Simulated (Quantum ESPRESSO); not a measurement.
# 2H-WSe2, 2 layers, AA' stacking: a series in the field along the normal, part 2 of 4

Aim: how the results for 2H-WSe2, 2 layers, AA' stacking change with the field along the normal.

Quantum ESPRESSO 7.5; plane-wave DFT, PBE, GBRV ultrasoft pseudopotentials.

So far. Step 2 (Variable-cell relaxation of the reference):  The last row is no step: it is a fresh SCF in the final cell with a new plane-wave basis, +2 meV from the row before.

## (3) SCF with pw.x, 0 V/Å

The self-consistent run of this member.

Level of this step: plane-wave DFT, PBE, GBRV ultrasoft pseudopotentials (Quantum ESPRESSO 7.5).

m0.scf.in reads:

```
&control
  prefix = 'm0.scf'
  outdir = './out'
  pseudo_dir = './pseudo'
  calculation = 'scf'
  tprnfor = .true.
  tefield = .true.
  dipfield = .true.
/
&system
  ibrav = 0
  nat = 6
  ntyp = 2
  ecutwfc = 40
  ecutrho = 200
  occupations = 'smearing'
  smearing = 'fd'
  degauss = 0.002
  edir = 3
  emaxpos = 0.97
  eopreg = 0.04
  eamp = 0.0
  nbnd = 32
/
&electrons
  conv_thr = 1e-09
  mixing_beta = 0.4
  electron_maxstep = 120
  mixing_mode = 'plain'
/
ATOMIC_SPECIES
  Se  78.9710  se_pbe_v1.uspp.F.UPF
  W   183.8400  w_pbe_v1.2.uspp.F.UPF
CELL_PARAMETERS angstrom
  3.28474728900000 0.00000000000000 0.00000000000000
  -1.64237364400000 2.84467459700000 0.00000000000000
  0.00000000000000 0.00000000000000 27.68069586800000
ATOMIC_POSITIONS crystal
  Se  0.333333333300 0.666666666700 0.322526183100
  W   0.000000000000 0.000000000000 0.383426254700
  Se  0.333333333300 0.666666666700 0.444315438000
  Se  0.000000000000 0.000000000000 0.555684562000
  W   0.333333333300 0.666666666700 0.616573745300
  Se  0.000000000000 0.000000000000 0.677473816900
K_POINTS automatic
  12 12 1 0 0 0
```

The run is started by

```sh
$ OMP_NUM_THREADS=1 mpirun -n 4 pw.x -nk 4 -in m0.scf.in > m0.scf.out
```

The program printed:

```text
[banner, memory and clock lines left out]
Program PWSCF v.7.5 starts
[citation notice left out]

[...]
bravais-lattice index     =            0
     lattice parameter (alat)  =       6.2073  a.u.
     unit-cell volume          =    1745.4530 (a.u.)^3
     number of atoms/cell      =            6
     number of atomic types    =            2
     number of electrons       =        52.00
     number of Kohn-Sham states=           32
     kinetic-energy cutoff     =      40.0000  Ry
     charge density cutoff     =     200.0000  Ry
     scf convergence threshold =      1.0E-09
     mixing beta               =       0.4000
     number of iterations used =            8  plain     mixing
     Exchange-correlation= SLA  PW   PBE  PBE
                           (   1   4   3   4   0   0   0)

[...]
PseudoPot. # 1 for Se read from file:
     ./pseudo/se_pbe_v1.uspp.F.UPF
     Pseudo is Ultrasoft + core correction, Zval =  6.0
     Generated by new atomic code, or converted to UPF format
     Using radial grid of  877 points,  6 beta functions with:
                l(1) =   0
                l(2) =   0
                l(3) =   1
                l(4) =   1
                l(5) =   2
                l(6) =   2
     Q(r) pseudized with  8 coefficients,  rinner =    1.300   1.300   1.300
                                                       1.300   1.300

     PseudoPot. # 2 for W  read from file:
     ./pseudo/w_pbe_v1.2.uspp.F.UPF
     Pseudo is Ultrasoft + core correction, Zval = 14.0
     Generated by new atomic code, or converted to UPF format
     Using radial grid of  923 points,  8 beta functions with:
                l(1) =   0
                l(2) =   0
                l(3) =   0
                l(4) =   1
                l(5) =   1
                l(6) =   2
                l(7) =   2
                l(8) =   3
     Q(r) pseudized with  6 coefficients,  rinner =    1.350   1.350   1.350
                                                       1.350   1.350   1.350
                                                       1.350

     atomic species   valence    mass     pseudopotential
     Se                6.00    78.97100     Se( 1.00)
     W                14.00   183.84000     W ( 1.00)

     No symmetry found

[...]
number of k points=    74  Fermi-Dirac smearing, width (Ry)=  0.0020
[...]
Dense  grid:    82987 G-vectors     FFT dimensions: (  27,  27, 240)

     Smooth grid:    59767 G-vectors     FFT dimensions: (  25,  25, 216)

     Initial potential from superposition of free atoms

     starting charge      51.7990, renormalised to      52.0000

     negative rho (up, down):  1.346E-01 0.000E+00

     Adding external electric field

     Computed dipole along edir(3) :
        Dipole                0.0000 Ry au,          0.0000 Debye
        Dipole field          0.0000 Ry au,

        Potential amp.       -0.0000 Ry
        Total length         50.2166 bohr

     Starting wfcs are   42 randomized atomic wfcs

     per-process dynamical memory:   136.5 Mb

     Self-consistent Calculation

     iteration #  1     ecut=    40.00 Ry     beta= 0.40
     Davidson diagonalization with overlap
     ethr =  1.00E-02,  avg # of iterations =  2.0

     Threshold (ethr) on eigenvalues was too large:
     Diagonalizing with lowered threshold

     Davidson diagonalization with overlap
     ethr =  2.48E-04,  avg # of iterations =  2.2

     negative rho (up, down):  1.366E-01 0.000E+00

     Adding external electric field

     Computed dipole along edir(3) :
        Dipole                0.0001 Ry au,          0.0003 Debye
        Dipole field          0.0000 Ry au,

        Potential amp.       -0.0001 Ry
        Total length         50.2166 bohr

     total energy              =    -492.90622001 Ry
     estimated scf accuracy    <       0.15307214 Ry

     iteration #  2     ecut=    40.00 Ry     beta= 0.40
[...]
negative rho (up, down):  1.378E-01 0.000E+00

[...]
Dipole               -0.0002 Ry au,         -0.0006 Debye
[...]
total energy              =    -492.91340267 Ry
     estimated scf accuracy    <       0.04350279 Ry

     iteration #  3     ecut=    40.00 Ry     beta= 0.40
[...]
negative rho (up, down):  1.392E-01 0.000E+00

[...]
Dipole                0.0004 Ry au,          0.0009 Debye
[...]
total energy              =    -492.91765727 Ry
     estimated scf accuracy    <       0.04317333 Ry

     iteration #  4     ecut=    40.00 Ry     beta= 0.40
[...]
negative rho (up, down):  1.396E-01 0.000E+00

[...]
Dipole               -0.0002 Ry au,         -0.0005 Debye
[...]
total energy              =    -492.92164367 Ry
     estimated scf accuracy    <       0.01514063 Ry

     iteration #  5     ecut=    40.00 Ry     beta= 0.40
[...]
negative rho (up, down):  1.406E-01 0.000E+00

[...]
Dipole                0.0004 Ry au,          0.0010 Debye
[...]
total energy              =    -492.92345419 Ry
     estimated scf accuracy    <       0.00228672 Ry

     iteration #  6     ecut=    40.00 Ry     beta= 0.40
[...]
negative rho (up, down):  1.407E-01 0.000E+00

[...]
Dipole               -0.0019 Ry au,         -0.0049 Debye
[...]
total energy              =    -492.92361700 Ry
     estimated scf accuracy    <       0.00013307 Ry

[...]
iteration # 11     ecut=    40.00 Ry     beta= 0.40
[...]
negative rho (up, down):  1.407E-01 0.000E+00

[...]
Dipole                0.0000 Ry au,          0.0001 Debye
[...]
total energy              =    -492.92370158 Ry
     estimated scf accuracy    <       0.00000015 Ry

     iteration # 12     ecut=    40.00 Ry     beta= 0.40
[...]
negative rho (up, down):  1.407E-01 0.000E+00

[...]
Dipole                0.0000 Ry au,          0.0000 Debye
[...]
total energy              =    -492.92370161 Ry
     estimated scf accuracy    <       0.00000002 Ry

     iteration # 13     ecut=    40.00 Ry     beta= 0.40
[...]
negative rho (up, down):  1.407E-01 0.000E+00

[...]
Dipole                0.0000 Ry au,          0.0000 Debye
[...]
total energy              =    -492.92370162 Ry
     estimated scf accuracy    <          3.8E-09 Ry

     iteration # 14     ecut=    40.00 Ry     beta= 0.40
[...]
negative rho (up, down):  1.407E-01 0.000E+00

[...]
Dipole               -0.0000 Ry au,         -0.0000 Debye
[...]
End of self-consistent calculation

          k = 0.0000 0.0000 0.0000 (  7485 PWs)   bands (ev):

   -71.6610 -71.6610 -35.9026 -35.9026 -35.7669 -35.7669 -35.7666 -35.7666
   -12.5211 -12.3736 -11.3159 -11.0887  -4.2047  -3.6048  -0.4671   0.0889
     0.0889   0.0989   0.0989   0.7336   1.2085   1.2085   1.2396   1.2396
     1.7979   2.5006   5.3433   5.3433   5.3882   5.3882   5.4845   5.4845

          k = 0.0000 0.0962 0.0000 (  7495 PWs)   bands (ev):

   -71.6603 -71.6603 -35.9000 -35.8999 -35.7826 -35.7825 -35.7705 -35.7705
   -12.4159 -12.2687 -11.2586 -11.0372  -4.0704  -3.4706  -0.5938  -0.2341
    -0.2170   0.1891   0.2032   0.3690   1.0269   1.0616   1.1804   1.3319
     1.8012   2.3815   5.0817   5.1252   5.1441   5.2082   5.3073   5.4466

[...]
the Fermi energy is     3.2111 ev

!    total energy              =    -492.92370162 Ry
     estimated scf accuracy    <          2.8E-10 Ry
     smearing contrib. (-TS)   =      -0.00000000 Ry
     internal energy E=F+TS    =    -492.92370162 Ry

     The total energy is F=E-TS. E is the sum of the following terms:
     one-electron contribution =   -2998.10399348 Ry
     hartree contribution      =    1504.44968633 Ry
     xc contribution           =    -201.48703717 Ry
     ewald contribution        =    1202.21764269 Ry
     electric field correction =       0.00000000 Ry

     convergence has been achieved in  14 iterations

     negative rho (up, down):  1.407E-01 0.000E+00

     Forces acting on atoms (cartesian axes, Ry/au):

     atom    1 type  1   force =    -0.00000000   -0.00000004   -0.00494051
     atom    2 type  2   force =     0.00000006    0.00000004   -0.00250538
     atom    3 type  1   force =    -0.00000000    0.00000002   -0.00000789
     atom    4 type  1   force =     0.00000001    0.00000001    0.00000684
     atom    5 type  2   force =    -0.00000007   -0.00000003    0.00250658
     atom    6 type  1   force =     0.00000000    0.00000000    0.00494036

     Total force =     0.007834     Total SCF correction =     0.000059

[...]
```

Run time: 2.4 min. Hardware: 4 MPI ranks of Arm Neoverse V1, shared host; peak memory 0.72 GiB.

This step gave:

* free energy: -6706.5686 eV
* Fermi energy: 3.211 eV
* dipole along the normal: 0 e·Å
* valence top, on the run's zero: 2.501 eV
* conduction bottom, on the run's zero: 3.820 eV
* gap by band count: 1.319 eV

## (4) Potential by pp.x, 0 V/Å

plot_num = 11 writes the bare and Hartree potential, from which vacuum levels or, in a crystal, the mean potential are read.

m0.pot.in reads:

```
&inputpp
  prefix = 'm0.scf'
  outdir = './out'
  filplot = 'm0.pot.dat'
  plot_num = 11
/
```

The run is started by

```sh
$ OMP_NUM_THREADS=1 mpirun -n 4 pp.x -in m0.pot.in > m0.pot.out
```

The program printed:

```text
[banner, memory and clock lines left out]
Program POST-PROC v.7.5 starts

          URL

     ./out/m0.scf.save/

     IMPORTANT: XC functional enforced from input :
     Exchange-correlation= PBE
                           (   1   4   3   4   0   0   0)
     Any further DFT definition will be discarded
     Please, verify this is what you really want

     negative rho (up, down):  1.407E-01 0.000E+00

     Adding external electric field

     Computed dipole along edir(3) :
        Dipole               -0.0000 Ry au,         -0.0000 Debye
        Dipole field         -0.0000 Ry au,

        Potential amp.        0.0000 Ry
        Total length         50.2166 bohr

     Calling punch_plot, plot_num =  11

     Adding external electric field

     Computed dipole along edir(3) :
        Dipole               -0.0000 Ry au,         -0.0000 Debye
        Dipole field         -0.0000 Ry au,

        Potential amp.        0.0000 Ry
        Total length         50.2166 bohr

     Writing data to file  m0.pot.dat
     Message from routine chdens:
     namelist plot not found or invalid, exiting
```

Wall time 1.2 s (4 MPI ranks); peak memory 0.16 GiB; 4.5 s of CPU time.

This step gave:

* slope of the potential above: 5.98e-5 eV/Å
* upper vacuum line continued to the top atoms, over the valence top: 4.953 eV
* slope of the potential below: -5.38e-5 eV/Å
* lower vacuum line continued to the bottom atoms, over the valence top: 4.953 eV
* vacuum level at the upper face over the valence top of the mesh: 4.953 eV
* vacuum level at the lower face over the valence top of the mesh: 4.953 eV

The potential energy, planar mean oscillates, so the rows of the table below give means over windows of 2.5 Å about each position, cut where the curve ends. Its maxima inside the range that stand out by 2 % of the span (Å: eV): 9.7: -5.52, 11.5: -5.53, 13.8: 3.91, 16.1: -5.53, 18.0: -5.52. Its minima: 9.0: -16.5, 10.6: -11.4, 12.3: -16.5, 15.3: -16.5, 17.1: -11.4, 18.7: -16.5.

Electrostatic potential energy of an electron, with the sawtooth; zero at the highest filled level of the SCF mesh. The potential energy, planar mean by z; means over each step:

| z (Å) | potential energy, planar mean (eV) |
| --- | --- |
| 0.0 | 4.95 |
| 2.5 | 4.95 |
| 5.0 | 4.95 |
| 7.5 | 1.24 |
| 10.0 | -10.2 |
| 12.5 | -6.43 |
| 15.0 | -5.69 |
| 17.5 | -9.55 |
| 20.0 | -0.258 |
| 22.5 | 4.95 |
| 25.0 | 4.95 |
| 27.5 | 4.95 |

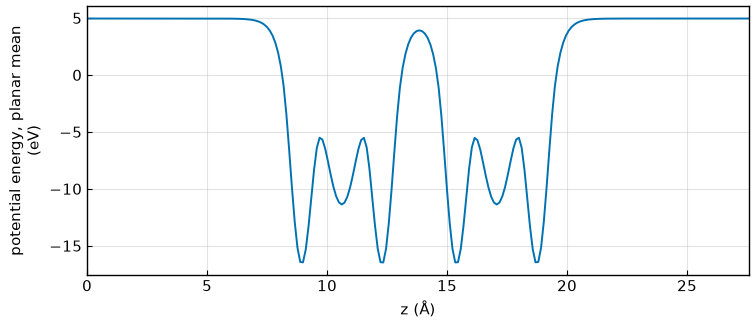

Potential energy, planar mean, plotted against z.

[end of part 2 of 4]

[Logs are printed without paths, hosts, clocks, repeated set-up lines and the standing remarks that a program may print on its own settings, such as how far it seeks lower states.]

[Hosts, paths, dates, database ids (printed as entryN), source tags and the programs' standing remarks are cut or masked in the printed files.]

[Maps of the electrostatic potential energy from Ansatz leave out the sawtooth potential of an applied field or a dipole correction, so their vacuum need not be flat; planar profiles and work functions include it.]
